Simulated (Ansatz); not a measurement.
# Mo6Se13 (charge −2): single-point calculation (part 2 of 2)

Continued. System: Mo6Se13 (defect cell, 38 atoms in the cell, total charge −2). Method: DFT, PBE, dispersion d3bjatm, plane waves, PAW, spin-polarised (Ansatz 0.2.0); cutoff 420 eV, 2×2×2 k-mesh, Gaussian smearing of 0.01 eV, collinear spins. The structure derives from a Materials Project entry.

### Output, continued
```
--- Forces (eV/Å), atoms counted from 1 ---
  atom   1  Mo     0.02494171    -0.00915137     0.00224511
  atom   2  Mo    -0.00454553     0.02617584     0.00224511
  atom   3  Mo     0.00560793     0.02528837    -0.00238057
  atom   4  Mo    -0.00107769     0.00063601     0.00076366
  atom   5  Mo    -0.02039618    -0.01702447     0.00224511
  atom   6  Mo     0.00108965     0.00061530     0.00076366
  atom   7  Mo    -0.00001196    -0.00125132     0.00076366
  atom   8  Mo     0.00154888     0.00950142    -0.00083537
  atom   9  Mo    -0.00900291    -0.00340934    -0.00083537
  atom  10  Mo     0.01909641    -0.01750080    -0.00238057
  atom  11  Mo    -0.02470434    -0.00778757    -0.00238057
  atom  12  Mo     0.00745403    -0.00609208    -0.00083537
  atom  13  Se    -0.00000000     0.00000000    -0.03881105
  atom  14  Se    -0.00487411    -0.00549252    -0.03898566
  atom  15  Se     0.00719371    -0.00147485    -0.03898566
  atom  16  Se     0.00208314     0.00412047    -0.03726727
  atom  17  Se    -0.00177400    -0.00449530    -0.03467707
  atom  18  Se    -0.00231960     0.00696736    -0.03898566
  atom  19  Se    -0.00300605     0.00378398    -0.03467707
  atom  20  Se     0.00478004     0.00071132    -0.03467707
  atom  21  Se     0.00178499     0.00186622    -0.04212764
  atom  22  Se    -0.00250869     0.00061274    -0.04212764
  atom  23  Se     0.00252686    -0.00386428    -0.03726727
  atom  24  Se    -0.00461000    -0.00025618    -0.03726727
  atom  25  Se     0.00072370    -0.00247896    -0.04212764
  atom  26  Se     0.00000000    -0.00000000     0.03195067
  atom  27  Se    -0.00647374    -0.00529078     0.03741964
  atom  28  Se     0.00781882    -0.00296104     0.03741964
  atom  29  Se     0.00077695     0.00220836     0.03656337
  atom  30  Se    -0.00330474    -0.00149181     0.03636697
  atom  31  Se    -0.00134508     0.00825182     0.03741964
  atom  32  Se     0.00036043     0.00360789     0.03636697
  atom  33  Se     0.00294431    -0.00211609     0.03636697
  atom  34  Se     0.00052811     0.00117864     0.04519887
  atom  35  Se    -0.00128479    -0.00013196     0.04519887
  atom  36  Se     0.00152402    -0.00177704     0.03656337
  atom  37  Se    -0.00230097    -0.00043132     0.03656337
  atom  38  Se     0.00075667    -0.00104668     0.04519887
  max |Σ_I F_I| component: 8.27e-6 eV/Å
--- Band table (eV) ---
  k-point 0 ↑: bands = ["-51.9602", "-51.9570", "-51.9570", "-51.9502", "-51.9502", "-51.9482", "-51.9162", "-51.9086", "-51.9086", "-51.9029", ... 143 levels left out ..., "-26.0784", "-26.0732", "-26.0732", "-26.0659", "-26.0652", "-26.0469", "-26.0408", "-26.0408", "-26.0358", "-26.0310", "-26.0310", "-26.0212", "-26.0038", "-26.0038", "-25.9990", "-25.9990", "-25.9770", "-25.9755", "-25.9755", "-25.9504", "-25.9496", "-25.9496", "-25.9279", "-25.9075", "-25.9075", "-5.2197", "-4.4345", "-4.4179", "-4.4063",
      "-4.2828", "-4.2712", "-4.2570", "-3.9750", "-3.8556", "-3.8321", "-3.8221", "-3.7065", "-3.6984", "-3.5427", "-3.5273", "-3.5229", "-3.5159", "-3.3683", "-3.3633", "-3.3509", "-3.3229", "-3.1116", "-3.0646", "-3.0608", "-2.7302", "-2.7278", "3.5486", "3.6010", "3.6092", "3.6133", "3.7610", "3.7698", "3.9892", "4.1116", "4.1200", "4.1295", "4.2166", "4.2538", "4.2639", "4.2823", "4.4145", "4.4343", "4.4822", "4.5051",
      "4.6025", "5.1037", "5.1094", "5.1319", "5.1435", "5.1590", "5.1678", "5.3228", "5.3228", "5.3573", "5.4183", "5.4336", "5.4382", "5.5536", "5.5735", "5.5847", "5.6529", "5.6735", "5.8243", "5.9508", "5.9551", "5.9560", "6.1112", "6.1319", "6.1352", "6.3855", "6.4434", "6.4465", "6.4746", "6.7724", "6.8075", "6.8175", "6.8355", "6.8683", "6.8711", "6.8991", "6.9079", "6.9366", "6.9418", "6.9993",
      "7.0049", "7.0050", "7.0690", "7.1635", "7.4366", "7.5082", "7.5299", "7.5382", "7.5420", "7.5477", "7.6224", "7.6333", "7.6457", "7.7144", "7.7191", "7.8270", "7.8288", "8.0623", "8.0801", "8.1089", "8.1706", "8.2906", "8.2990", "8.4126", "8.6124", "8.6209", "8.6465", "8.6477", "9.2174", "9.2656", "9.3321", "9.3456", "9.4026", "10.4023", "10.4860", "10.5006", "10.5913", "10.7457", "10.7612", "10.7861",
      "10.7875", "10.7886", "10.8494", "10.9227", "11.0076", "11.0466", "11.0548", "11.1315", "11.2461", "11.2466", "11.2700", "11.3116", "11.3145", "11.3366", "11.3671", "11.3828", "11.4295", "11.6255", "11.6267", "11.6520", "11.8308", "11.8528", "11.9436", "11.9495", "11.9503", "11.9714", "11.9835", "12.0153", "12.3101", "12.3352", "12.6402", "12.6610", "12.6749", "12.6765", "12.7669", "12.7727", "12.7870", "12.8616", "12.8669", "12.9173",
      "14.3892", "14.4818", "14.5485", "14.6108", "14.9655", "15.0468", "15.1044", "15.4842", "15.5364", "15.5768", "15.9642"]
  k-point 1 ↑: bands = ["-51.9592", "-51.9581", "-51.9572", "-51.9504", "-51.9499", "-51.9482", "-51.9161", "-51.9089", "-51.9087", "-51.9024", ... 143 levels left out ..., "-26.0758", "-26.0737", "-26.0704", "-26.0678", "-26.0655", "-26.0636", "-26.0461", "-26.0356", "-26.0318", "-26.0314", "-26.0198", "-26.0111", "-26.0088", "-26.0045", "-26.0038", "-25.9992", "-25.9789", "-25.9713", "-25.9553", "-25.9516", "-25.9492", "-25.9405", "-25.9342", "-25.9184", "-25.9106", "-5.0416", "-4.9168", "-4.5494", "-4.4250",
      "-4.1717", "-4.0837", "-3.9462", "-3.8777", "-3.8691", "-3.8295", "-3.8003", "-3.7875", "-3.6442", "-3.5730", "-3.5350", "-3.5074", "-3.5018", "-3.4962", "-3.3997", "-3.3532", "-3.3392", "-3.1146", "-3.1071", "-3.0591", "-2.7475", "-2.7300", "3.3606", "3.6823", "3.7157", "3.7836", "3.8799", "3.9326", "3.9825", "4.0582", "4.1114", "4.1357", "4.1854", "4.2573", "4.2761", "4.3435", "4.3919", "4.4282", "4.5133", "4.5513",
      "4.6737", "4.8218", "4.9028", "5.0525", "5.0775", "5.1147", "5.1594", "5.1833", "5.2111", "5.2865", "5.3642", "5.4288", "5.6135", "5.6890", "5.7246", "5.7366", "5.7886", "5.8136", "5.8699", "5.8878", "5.9126", "5.9638", "5.9908", "6.0819", "6.1799", "6.2277", "6.2373", "6.3072", "6.3652", "6.4194", "6.5521", "6.6081", "6.7733", "6.7912", "6.8394", "6.8901", "6.9101", "6.9753", "7.0713", "7.1355",
      "7.1751", "7.2055", "7.2333", "7.2889", "7.3304", "7.3502", "7.3639", "7.4517", "7.5530", "7.6043", "7.6097", "7.7965", "7.8483", "7.8818", "7.9165", "8.0054", "8.1344", "8.1991", "8.2109", "8.2489", "8.2708", "8.2970", "8.3549", "8.4006", "8.4398", "8.5239", "8.5818", "8.5939", "9.1192", "9.2346", "9.2804", "9.3575", "9.4715", "10.3440", "10.5325", "10.6037", "10.6505", "10.6887", "10.7462", "10.7727",
      "10.8092", "10.8503", "10.8895", "10.9435", "11.0037", "11.0241", "11.0633", "11.0770", "11.1141", "11.1432", "11.1750", "11.1983", "11.2721", "11.2768", "11.3352", "11.4171", "11.4517", "11.5145", "11.5554", "11.5763", "11.6273", "11.6590", "11.7491", "11.8557", "11.9505", "12.0159", "12.1171", "12.1538", "12.2593", "12.3705", "12.4916", "12.6190", "12.6927", "12.7435", "12.7763", "12.8496", "12.9289", "12.9825", "13.0621", "13.1488",
      "14.2621", "14.8455", "14.9398", "15.1504", "15.2412", "15.3333", "15.4053", "15.5911", "15.7537", "15.7934", "15.8035"]
  k-point 0 ↓: bands = ["-51.9100", "-51.9015", "-51.9015", "-51.8935", "-51.8860", "-51.8860", "-51.7490", "-51.7474", "-51.7474", "-51.7417", ... 143 levels left out ..., "-25.9988", "-25.9965", "-25.9965", "-25.9914", "-25.9668", "-25.9428", "-25.9428", "-25.8983", "-25.8928", "-25.8928", "-25.8682", "-25.8647", "-25.8647", "-25.8533", "-25.8533", "-25.8508", "-25.8508", "-25.8456", "-25.8244", "-25.7988", "-25.7588", "-25.7588", "-25.7479", "-25.7479", "-25.7462", "-5.1960", "-4.4254", "-4.4074", "-4.3956",
      "-4.2470", "-4.2411", "-4.2356", "-3.9001", "-3.8477", "-3.8245", "-3.8133", "-3.6894", "-3.6810", "-3.5173", "-3.5128", "-3.5048", "-3.4995", "-3.3602", "-3.3552", "-3.3415", "-3.2101", "-2.9613", "-2.9022", "-2.8988", "-2.5480", "-2.5463", "3.5984", "3.6203", "3.6327", "3.6462", "3.8197", "3.8277", "4.0617", "4.1333", "4.1389", "4.1515", "4.2674", "4.3160", "4.3258", "4.3436", "4.4600", "4.4805", "4.5378", "4.5686",
      "4.6555", "5.1423", "5.1427", "5.1657", "5.2080", "5.2196", "5.2326", "5.3930", "5.3963", "5.3994", "5.4515", "5.4726", "5.5330", "5.6015", "5.6096", "5.6229", "5.7687", "5.7877", "5.9870", "5.9882", "5.9926", "6.0347", "6.1518", "6.1726", "6.2250", "6.4361", "6.4960", "6.4987", "6.5414", "6.8163", "6.8568", "6.8704", "6.8773", "6.9399", "6.9465", "6.9533", "6.9868", "7.0167", "7.0179", "7.0330",
      "7.0383", "7.0459", "7.1003", "7.2150", "7.5311", "7.5755", "7.6022", "7.6084", "7.6592", "7.6712", "7.6815", "7.6838", "7.6838", "7.8218", "7.8258", "7.8747", "7.8825", "8.1278", "8.2169", "8.2436", "8.3696", "8.3761", "8.3872", "8.5132", "8.6911", "8.7411", "8.7493", "8.7805", "9.5335", "9.5962", "9.7049", "9.7182", "9.8377", "10.5554", "10.5711", "10.6070", "10.7941", "10.8370", "10.8388", "10.9008",
      "10.9104", "10.9124", "10.9644", "11.0057", "11.0551", "11.2368", "11.2516", "11.2852", "11.3157", "11.3409", "11.3487", "11.3914", "11.4012", "11.4435", "11.4671", "11.4711", "11.4917", "11.6820", "11.6836", "11.7048", "11.8944", "11.9181", "11.9773", "12.0140", "12.0302", "12.0555", "12.0716", "12.0737", "12.3441", "12.3744", "12.6836", "12.7334", "12.7359", "12.7578", "12.8373", "12.8397", "12.8421", "12.9196", "12.9631", "12.9880",
      "14.4489", "14.5221", "14.6169", "14.6756", "15.0221", "15.1306", "15.1954", "15.5303", "15.5840", "15.6437", "16.0088"]
  k-point 1 ↓: bands = ["-51.9099", "-51.9019", "-51.9015", "-51.8931", "-51.8861", "-51.8860", "-51.7493", "-51.7473", "-51.7470", "-51.7419", ... 143 levels left out ..., "-25.9994", "-25.9988", "-25.9971", "-25.9894", "-25.9523", "-25.9440", "-25.9399", "-25.9022", "-25.8953", "-25.8898", "-25.8697", "-25.8642", "-25.8629", "-25.8548", "-25.8517", "-25.8509", "-25.8483", "-25.8456", "-25.8222", "-25.7843", "-25.7781", "-25.7625", "-25.7526", "-25.7430", "-25.7404", "-5.0252", "-4.8919", "-4.5276", "-4.3824",
      "-4.1603", "-4.0694", "-3.9368", "-3.8653", "-3.8536", "-3.8089", "-3.7724", "-3.7639", "-3.6175", "-3.5653", "-3.5249", "-3.4936", "-3.4878", "-3.4825", "-3.3851", "-3.3290", "-3.2175", "-2.9571", "-2.9481", "-2.9029", "-2.5630", "-2.5487", "3.3991", "3.7151", "3.7589", "3.8183", "3.9290", "3.9755", "4.0308", "4.0820", "4.1426", "4.1862", "4.2515", "4.3149", "4.3197", "4.3907", "4.4520", "4.4854", "4.5767", "4.5853",
      "4.7006", "4.8781", "4.9569", "5.1029", "5.1272", "5.1656", "5.2112", "5.2209", "5.2632", "5.3418", "5.4490", "5.4850", "5.7052", "5.7333", "5.7717", "5.8102", "5.8572", "5.8869", "5.9422", "5.9740", "6.0022", "6.0156", "6.0372", "6.1553", "6.2291", "6.2758", "6.3499", "6.3878", "6.4200", "6.5038", "6.6040", "6.6556", "6.8343", "6.8615", "6.9073", "6.9279", "6.9389", "7.0328", "7.1059", "7.1824",
      "7.2174", "7.2544", "7.3334", "7.3571", "7.3996", "7.4184", "7.4795", "7.5450", "7.6094", "7.6526", "7.7175", "7.8467", "7.9238", "7.9359", "8.0112", "8.0800", "8.2030", "8.2772", "8.3183", "8.3458", "8.3737", "8.4066", "8.4638", "8.5181", "8.5940", "8.6308", "8.6791", "8.6881", "9.4454", "9.5679", "9.6929", "9.7418", "9.9040", "10.5723", "10.6491", "10.6873", "10.7577", "10.7946", "10.8646", "10.8850",
      "10.8990", "10.9226", "10.9737", "11.0319", "11.0807", "11.1107", "11.1807", "11.2093", "11.2277", "11.2509", "11.2699", "11.3083", "11.3607", "11.3875", "11.4621", "11.4869", "11.5188", "11.5826", "11.6230", "11.6917", "11.7007", "11.7630", "11.8687", "11.9143", "11.9886", "12.0626", "12.1857", "12.2025", "12.3125", "12.4384", "12.5231", "12.6782", "12.7438", "12.7953", "12.8136", "12.9301", "13.0128", "13.0746", "13.1290", "13.2154",
      "14.3252", "14.9028", "15.0028", "15.2029", "15.2977", "15.4002", "15.4733", "15.6699", "15.7949", "15.8392", "15.8606"]
```

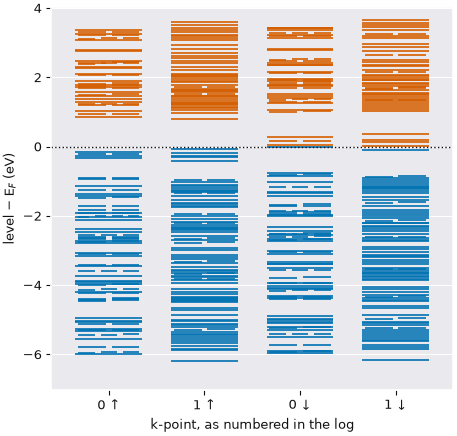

Kohn–Sham levels near the Fermi level (dotted) at the few k-points that the log prints; levels within 0.02 eV of each other stand side by side. Among these points the highest filled and lowest empty levels are 0.03 eV apart, which is the gap on the mesh.

### Results in brief

- outcome: converged
- electrons treated: 586
- free energy: −201684.2846 eV
- Fermi energy: 9.549 eV
- gap on the k-point mesh: 0.03 eV
- net moment of the cell: 4.00 μB
- integrated absolute moment: 4.16 μB
- largest force (length of the vector): 0.045 eV/Å
- wall time: 83 s (CPU time 5.3 min)
- peak memory: 5.5 GiB

### Remarks

Settings chosen away from the usual ones: hamiltonian.dispersion set to d3bjatm. The cell is charged and computed with a neutralising background, so its energy and pressure depend on the cell and aren't those of a real crystal.
